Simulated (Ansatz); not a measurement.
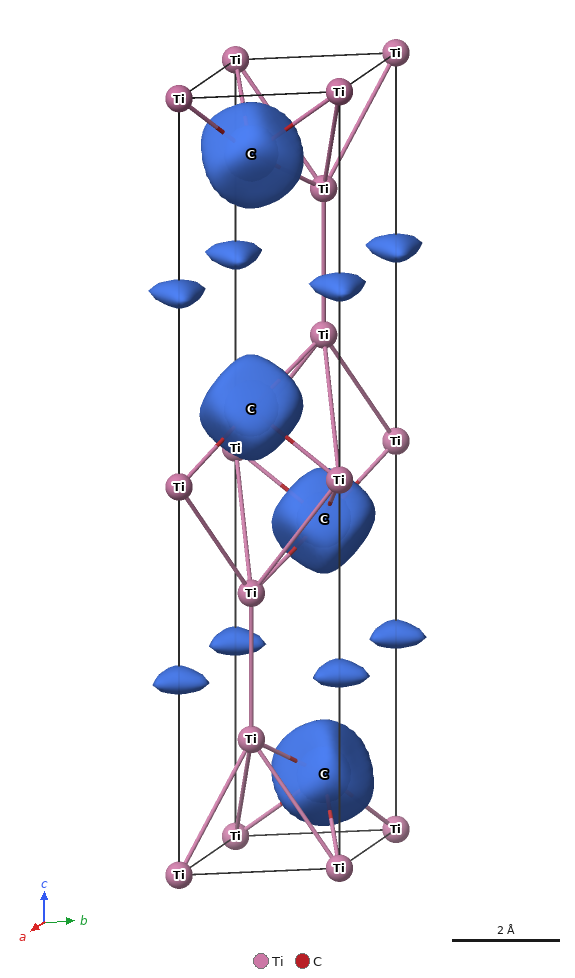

*Ti3C2. Isosurface of the electron localisation function at 0.7 (blue), seen slightly off an axis. Core shells and regions of very low density are left out. Sticks mark near contacts.*

Space group P-3m1; a structure from a database of computed crystals, not necessarily the ambient phase; not relaxed (largest force 1.5 eV/Å); computed without spin polarisation.

All numbers below come from DFT r2SCAN, scalar-relativistic, plane waves, PAW in Ansatz.

```xyz
10
Lattice="3.0640 0.0000 0.0000 -1.5320 2.6535 0.0000 0.0000 0.0000 15.1185" Properties=species:S:1:pos:R:3 pbc="T T T"
Ti    0.0000    1.7690   12.7738
Ti    1.5320    0.8845    5.1929
Ti    1.5320    0.8845    2.3447
Ti    0.0000    1.7690    9.9256
Ti    0.0000    0.0000    0.0000
Ti    0.0000    0.0000    7.5593
C     1.5320    0.8845   13.7458
C     0.0000    1.7690    6.3365
C     1.5320    0.8845    8.7820
C     0.0000    1.7690    1.3728
```

### What do the ELF domains correspond to?

The ELF exceeds this value in four regions wrapped around C (the valence shell of each) and two pockets between the atoms, centred on no nucleus (multi-centre or interstitial), counted in one cell of 10 atoms. Regions shared between cells count once. Profiles from the grid: Ti–C (2.02 Å): the ELF peaks at about 0.80 in the valence shell of C, 0.7 Å from its nucleus, and is about 0.30 at the midpoint. Ti–Ti (2.85 Å): the ELF is about 0.05 at the midpoint (no shared electron pair shows on this line).

### Does the calculation give a band gap?

It is gapless in this calculation (a metal or semimetal).
